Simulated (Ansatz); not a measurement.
**Ni: geometry relaxation (part 1 of 2)**

The run: geometry relaxation of Ni (1 atom in the cell). Method and program: DFT PBE, scalar-relativistic, plane waves, PAW, spin-polarised (Ansatz 0.2.0).

The structure was made by swapping elements on the sites of another compound; it need not be a known phase. It belongs to a series of runs on one base structure; here: Cu -> Ni on all its sites, cell and atoms relaxed. Figures and captions count atoms from 1; the log counts them from 0 in places.

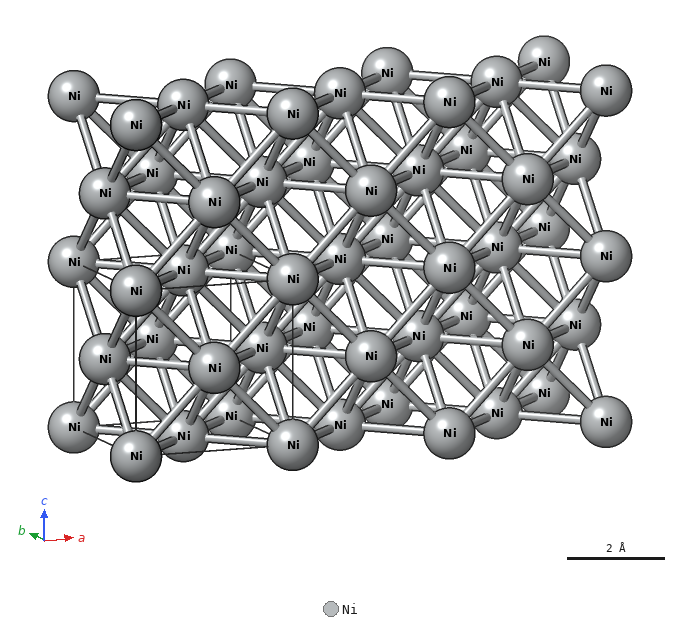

*The input geometry (ball-and-stick view of the cell 4 times as large as that of the calculation, set on its symmetry axes, repeated 3 × 1 × 2, seen slightly off an axis).*

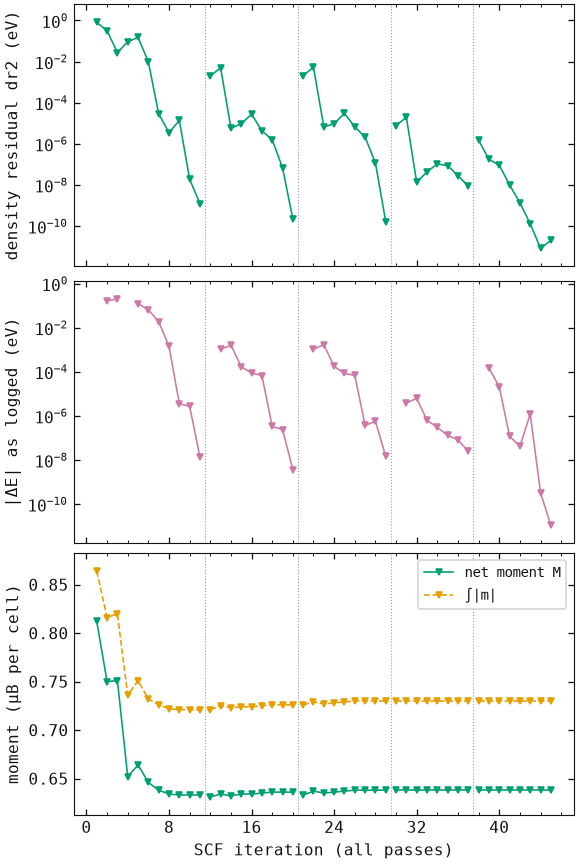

*Convergence of the self-consistent field: density residual dr2, size of the energy change and magnetic moment against the SCF iteration. The dotted lines part the SCF passes of the relaxation: geometry steps, rejected trials and re-solves on a re-selected basis.*

The 5 passes take 8 to 11 iterations each, 45 in all. The net moment goes from 0.8 to 0.6 μB per cell.

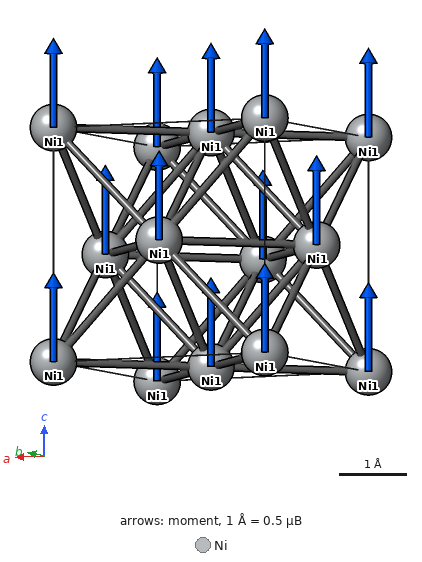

*Magnetic moments of the sites as blue arrows (ball-and-stick view of the cell 4 times as large as that of the calculation, set on its symmetry axes, seen at an oblique angle; atoms are numbered from 1 in the order of the input); small moments hardly show. The run is collinear, so the axis drawn is arbitrary.*

Site moments: Ni1 (0.68 μB). They are counted near the atoms and needn't add up to the moment of the cell.

The input and output of the run follow.

## The input
```yaml
crystal:
  lattice:
    - [0.0, 1.7405332719, 1.7405332719]
    - [1.7405332719, 0.0, 1.7405332719]
    - [1.7405332719, 1.7405332719, 0.0]
  atoms:
    - { symbol: Ni, position: [0.0, 0.0, 0.0], spin: 0.81 }
basis:
  ecutwfc: 420
kpoints:
  mp_grid: { grid: [20, 20, 20] }
hamiltonian:
  xc: pbe
scf:
  occupations: { method: gaussian, width: 0.1 }
output:
  forces: true
  stress: true
  eigenvalues: true
  populations: true
magnetization:
  spin_polarized: true
relax:
  adjacent_minimum: "off"
  f_tol: 0.01
  max_steps: 60
  cell: { stress_tol: 0.1 }
```

Launched with:
```bash
ansatz run input.yaml --threads 1 --pin off --max-ram 2560MiB --backend cpu --events-out ev --progress --plain --runs-dir out
```

## What the program printed
```
Engine: ansatz 0.2.0, x86_64-unknown-linux-gnu
Pseudopotentials: kind: paw
Pseudopotential: Ni, paw, valence charge 18, recommended cutoff 420 eV (normal), Ni.paw.azcp
Functional definition: PBE
  parameter kappa = 0.804
  parameter beta = 0.06672455060314922
  exchange = pbe_x(kappa = kappa, mu = beta*pi^2/3)
  correlation = pbe_c(beta = beta)
Crystal: 1 atoms, lattice volume = 10.546 Å³
Basis set: ecut = 420 eV, 181 PW (Γ), exchange–correlation on 36×36×36 points (8 copies of the dense FFT grid, shifted against one another)
Bands: 14, of which v1, the nominal top of the filled ones, is band 9 counted from 1 (8 counted from 0)
Symmetry: 48 space group operations
Space group: Fm-3m (ITA 225), of the structure as read, at distance tolerance 2.2e-5 Å
Magnetic group: BNS 225.116 (UNI 1618), of the structure as read, at distance tolerance 2.2e-5 Å
k-points: 256 of 8000
Non-local potential: Ni, projectors of the file, l = 0: 3, l = 1: 2, l = 2: 3, l = 3: 1
PAW form: soft (Blöchl's): semilocal exchange-correlation on the pseudo side does not see the compensation charge
PAW one-centre angular grid: Ni, 590 points (default); XC on 64 Gauss nodes
Initial density: superposition of atomic densities (chi_scale 0.1, normalization cell)
Starting moments: Σ|m| = 0.81 μB on 1 of 1 site
Initial wavefunctions: pseudopotential atomic-orbital guess
Functional: x = pbe(κ = 0.804, μ = 0.2195149727645171), c = pbe(β = 0.06672455060314922)
SCF iter   1: F=—  HF=-5838.981829 eV  |F-HF|=—  |Δ(HF+E_count)|=         —  Δρ=8.13e-2 (↑3.14e-2 ↓8.13e-2)  dr2=7.99e-1  dr2_m=6.17e-2  M=0.812 μB ∫|m|=0.864 μB  β_m=0.30  ethr=3.10e-3  ⟨swp⟩=5.3  Hψ=38098  notcnv=0
Mixer restart at iter 1: flushing history
preconditioner: auto → none  [metal: Δε(μ)=0.005 eV  Ē_g=16.222 eV  σ=0.100 eV  W_gap=0.03  n_scr=0 (ndim 8)  ℏωp=36.2 eV  f_vac=0.000  D(μ)=1.61/eV (n_scr^D=26)]
SCF iter   2: F=—  HF=-5838.811767 eV  |F-HF|=—  |Δ(HF+E_count)|=   1.70e-1  Δρ=5.04e-2 (↑5.04e-2 ↓3.13e-2)  dr2=3.14e-1  dr2_m=1.36e-2  M=0.750 μB ∫|m|=0.816 μB  β_m=0.25  ethr=3.10e-3  ⟨swp⟩=2.7  Hψ=15410  notcnv=0  defer=267
SCF iter   3: F=—  HF=-5839.002821 eV  |F-HF|=—  |Δ(HF+E_count)|=   1.91e-1  Δρ=2.21e-2 (↑2.21e-2 ↓1.15e-2)  dr2=2.74e-2  dr2_m=1.11e-2  M=0.751 μB ∫|m|=0.820 μB  β_m=0.62  ethr=1.74e-3  ⟨swp⟩=2.5  Hψ=12245  notcnv=0  defer=269
SCF iter   4: F=—  HF=-5839.641016 eV  |F-HF|=—  |Δ(HF+E_count)|=         —  Δρ=3.06e-2 (↑9.58e-3 ↓3.06e-2)  dr2=9.12e-2  dr2_m=1.35e-2  M=0.652 μB ∫|m|=0.736 μB  β_m=0.62  ethr=1.52e-4  ⟨swp⟩=2.4  Hψ=14180  notcnv=0  defer=273
Mixer restart at iter 4: flushing history
SCF iter   5: F=—  HF=-5839.762546 eV  |F-HF|=—  |Δ(HF+E_count)|=   1.22e-1  Δρ=2.88e-2 (↑2.88e-2 ↓2.41e-2)  dr2=1.50e-1  dr2_m=7.15e-4  M=0.664 μB ∫|m|=0.751 μB  β_m=0.42  ethr=1.52e-4  ⟨swp⟩=2.2  Hψ=16948  notcnv=0  defer=282
SCF iter   6: F=—  HF=-5839.698268 eV  |F-HF|=—  |Δ(HF+E_count)|=   6.43e-2  Δρ=1.16e-2 (↑2.33e-3 ↓1.16e-2)  dr2=9.56e-3  dr2_m=3.30e-3  M=0.646 μB ∫|m|=0.732 μB  β_m=0.47  ethr=1.52e-4  ⟨swp⟩=2.1  Hψ=15807  notcnv=0  defer=283
SCF iter   7: F=—  HF=-5839.716982 eV  |F-HF|=—  |Δ(HF+E_count)|=   1.87e-2  Δρ=1.74e-3 (↑1.60e-3 ↓1.74e-3)  dr2=2.84e-5  dr2_m=2.60e-4  M=0.638 μB ∫|m|=0.726 μB  β_m=0.57  ethr=5.31e-5  ⟨swp⟩=2.1  Hψ=11828  notcnv=0  defer=290
SCF iter   8: F=—  HF=-5839.718405 eV  |F-HF|=—  |Δ(HF+E_count)|=   1.42e-3  Δρ=4.20e-4 (↑4.20e-4 ↓1.78e-4)  dr2=3.46e-6  dr2_m=7.83e-6  M=0.634 μB ∫|m|=0.722 μB  β_m=0.79  ethr=1.58e-7  ⟨swp⟩=2.0  Hψ=12342  notcnv=0  defer=290
SCF iter   9: F=—  HF=-5839.718401 eV  |F-HF|=—  |Δ(HF+E_count)|=   3.54e-6  Δρ=3.60e-4 (↑1.19e-4 ↓3.60e-4)  dr2=1.38e-5  dr2_m=1.73e-6  M=0.633 μB ∫|m|=0.721 μB  β_m=0.79  ethr=1.92e-8  ⟨swp⟩=2.1  Hψ=9651  notcnv=0  defer=290
SCF iter  10: F=—  HF=-5839.718404 eV  |F-HF|=—  |Δ(HF+E_count)|=   2.69e-6  Δρ=1.44e-5 (↑4.45e-6 ↓1.44e-5)  dr2=1.85e-8  dr2_m=2.54e-9  M=0.633 μB ∫|m|=0.721 μB  β_m=0.85  ethr=1.92e-8  ⟨swp⟩=2.5  Hψ=11353  notcnv=0  defer=290
SCF iter  11: F=-5839.718404 eV  HF=-5839.718404 eV  |F-HF|=9.81e-10  |Δ(HF+E_count)|=   1.32e-8  Δρ=3.32e-6 (↑1.52e-6 ↓3.32e-6)  dr2=1.24e-9  dr2_m=9.17e-11  M=0.633 μB ∫|m|=0.721 μB  ethr=1.03e-10  ⟨swp⟩=4.4  Hψ=25961  notcnv=0
SCF 1 converged in 11 iterations: F = -5839.718404 eV  dr2 = 1.24e-9
  greatest PAW one-centre occupation: 1.001 electrons in one spin orbital (limit 2), on the Ni atom at site 0 (counted from 0), in its partial waves of l = 1
relax step   1: F+E_penalty+E_count = -5839.71840407 eV  Δ(F+E_penalty+E_count) = +0.000e0 eV  max|allowed force component| = 0.000e0 eV/Å  Δτ_max = 0.0000 Å  P = +6.939 GPa  Ω = 10.546 Å³  (11 SCF iters, dr2 threshold 1.00e-7 eV, accepted)
Crystal: 1 atoms, lattice volume = 10.708 Å³
Initial density: handed on by an earlier stage of this run
Starting moments: Σ|m| = 0.81 μB on 1 of 1 site; this step starts from the density that it was given
Initial wavefunctions: those handed on with the density
iter 1 solved again at ethr=1.26e-5 eV; its pass at ethr=3.10e-3 eV (dr2=2.26e-3 eV) is discarded
SCF iter   1: F=—  HF=-5839.723854 eV  |F-HF|=—  |Δ(HF+E_count)|=         —  Δρ=3.13e-3 (↑2.44e-3 ↓3.13e-3)  dr2=1.97e-3  dr2_m=1.27e-5  M=0.631 μB ∫|m|=0.721 μB  β_m=0.65  ethr=1.26e-5  ⟨swp⟩=2.1  Hψ=44463  notcnv=0
preconditioner: auto → none  [metal: Δε(μ)=0.004 eV  Ē_g=16.952 eV  σ=0.100 eV  W_gap=0.02  n_scr=0 (ndim 8)  ℏωp=35.9 eV  f_vac=0.000  D(μ)=1.69/eV (n_scr^D=26)]
SCF iter   2: F=—  HF=-5839.724884 eV  |F-HF|=—  |Δ(HF+E_count)|=   1.03e-3  Δρ=5.07e-3 (↑4.46e-3 ↓5.07e-3)  dr2=5.05e-3  dr2_m=1.23e-5  M=0.634 μB ∫|m|=0.725 μB  β_m=0.27  ethr=1.10e-5  ⟨swp⟩=2.0  Hψ=13249  notcnv=0  recentre
SCF iter   3: F=—  HF=-5839.723273 eV  |F-HF|=—  |Δ(HF+E_count)|=   1.61e-3  Δρ=1.86e-4 (↑1.86e-4 ↓1.83e-4)  dr2=5.66e-6  dr2_m=7.15e-7  M=0.632 μB ∫|m|=0.723 μB  β_m=0.45  ethr=1.10e-5  ⟨swp⟩=2.2  Hψ=10525  notcnv=0
SCF iter   4: F=—  HF=-5839.723443 eV  |F-HF|=—  |Δ(HF+E_count)|=   1.71e-4  Δρ=3.26e-4 (↑9.29e-5 ↓3.26e-4)  dr2=9.38e-6  dr2_m=1.98e-6  M=0.634 μB ∫|m|=0.724 μB  β_m=0.72  ethr=3.14e-8  ⟨swp⟩=2.0  Hψ=12530  notcnv=0
SCF iter   5: F=—  HF=-5839.723530 eV  |F-HF|=—  |Δ(HF+E_count)|=   8.69e-5  Δρ=4.79e-4 (↑1.95e-4 ↓4.79e-4)  dr2=2.75e-5  dr2_m=2.33e-6  M=0.634 μB ∫|m|=0.724 μB  β_m=0.43  ethr=3.14e-8  ⟨swp⟩=2.2  Hψ=9578  notcnv=0
SCF iter   6: F=—  HF=-5839.723597 eV  |F-HF|=—  |Δ(HF+E_count)|=   6.72e-5  Δρ=1.37e-4 (↑1.37e-4 ↓1.24e-4)  dr2=4.31e-6  dr2_m=6.41e-9  M=0.635 μB ∫|m|=0.725 μB  β_m=0.64  ethr=3.14e-8  ⟨swp⟩=2.0  Hψ=11964  notcnv=0
SCF iter   7: F=—  HF=-5839.723598 eV  |F-HF|=—  |Δ(HF+E_count)|=   3.29e-7  Δρ=8.70e-5 (↑7.01e-5 ↓8.70e-5)  dr2=1.56e-6  dr2_m=9.46e-9  M=0.636 μB ∫|m|=0.726 μB  β_m=0.82  ethr=2.39e-8  ⟨swp⟩=1.0  Hψ=7204  notcnv=0
SCF iter   8: F=—  HF=-5839.723598 eV  |F-HF|=—  |Δ(HF+E_count)|=   2.40e-7  Δρ=1.93e-5 (↑1.37e-5 ↓1.93e-5)  dr2=6.84e-8  dr2_m=9.82e-10  M=0.636 μB ∫|m|=0.726 μB  β_m=0.89  ethr=8.64e-9  ⟨swp⟩=2.1  Hψ=9225  notcnv=0
SCF iter   9: F=-5839.723598 eV  HF=-5839.723598 eV  |F-HF|=1.68e-10  |Δ(HF+E_count)|=   3.64e-9  Δρ=1.05e-6 (↑7.76e-7 ↓1.05e-6)  dr2=2.18e-10  dr2_m=3.32e-12  M=0.636 μB ∫|m|=0.726 μB  ethr=3.80e-10  ⟨swp⟩=2.9  Hψ=22882  notcnv=0
SCF 2 converged in 9 iterations: F = -5839.723598 eV  dr2 = 2.18e-10
relax step   2: F+E_penalty+E_count = -5839.72359756 eV  Δ(F+E_penalty+E_count) = -5.193e-3 eV  max|allowed force component| = 0.000e0 eV/Å  Δτ_max = 0.0000 Å  P = +3.526 GPa  Ω = 10.708 Å³  energy of the carried Pulay correction = -6.411e-5 eV  (9 SCF iters, dr2 threshold 1.00e-7 eV, accepted)
Crystal: 1 atoms, lattice volume = 10.880 Å³
iter 1 solved again at ethr=1.43e-5 eV; its pass at ethr=3.10e-3 eV (dr2=2.57e-3 eV) is discarded
```
